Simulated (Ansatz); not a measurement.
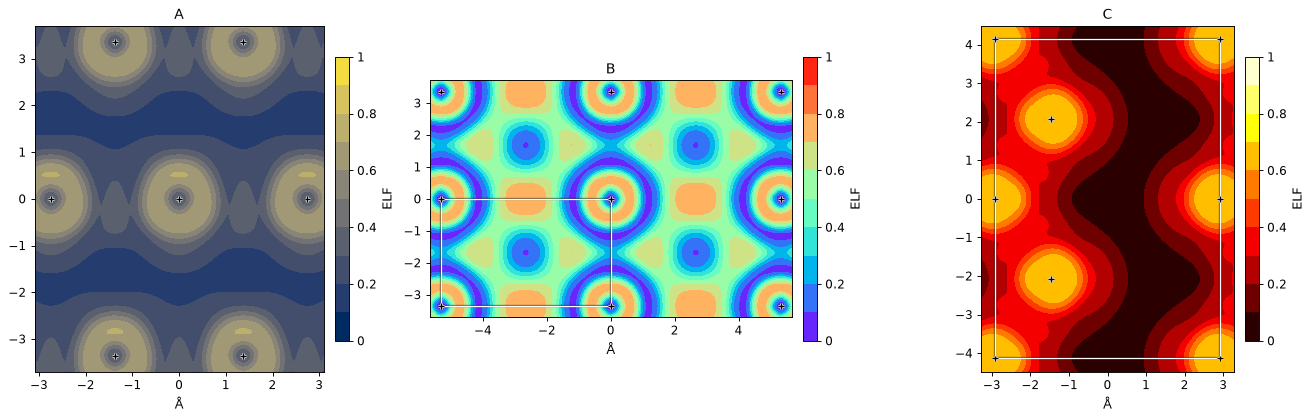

The electron localisation function of 3 systems, each on a plane through atoms (crosses mark nuclei in the plane).

Level of theory: DFT, PBE, plane waves (420 eV) with PAW, scalar-relativistic (Ansatz 0.2.0).

System 1: Pt, the (110) plane of the conventional cell. Space group Fd-3m; set up as Pt, diamond; a generated structure, not necessarily the stable one; changed on purpose from its base cell (volume × 1.04); computed pressure about −4 GPa in this cell; spin-polarised.

System 2: Sc, the (010) plane of the conventional cell. Space group P6/mmm; set up as Sc, omega (AlB2-type); a generated structure, not necessarily the stable one; changed on purpose from its base cell (volume × 1.12); computed pressure about −5 GPa in this cell; the program warned that a starting moment wasn't kept; spin-polarised, but the moments vanished.

System 3: Ir, the (001) plane of the conventional cell. Space group Cmcm; set up as Ir, beta-Sn type; a generated structure, not necessarily the stable one; changed on purpose from its base cell (volume × 1.08); computed pressure about −19 GPa in this cell; the program warned that a starting moment wasn't kept; spin-polarised, but the moments vanished.

```yaml
crystal:
  lattice:
    - [0.36149, 0.36149, 2.69965]
    - [-4.74656, 4.74656, 0.00000]
    - [-2.56954, -2.56954, 0.68776]
  atoms:
    - { symbol: Ir, position: [0.00000, 0.64744, 0.25000] }
    - { symbol: Ir, position: [0.50000, 0.14744, 0.25000] }
    - { symbol: Ir, position: [0.00000, 0.35256, 0.75000] }
    - { symbol: Ir, position: [0.50000, 0.85256, 0.75000] }
```

Q: Which map belongs to which system?

A: Panel A is system 3, Ir: the plane holds Ir. Ir–Ir (2.75 Å): the ELF is about 0.35 at the midpoint. Panel B is system 2, Sc: the plane holds Sc. Sc–Sc (3.36 Å): the ELF is about 0.25 at the midpoint (no localised pair shows between them). Panel C is system 1, Pt: the plane holds Pt. Pt–Pt (2.53 Å): the ELF is about 0.35 at the midpoint.
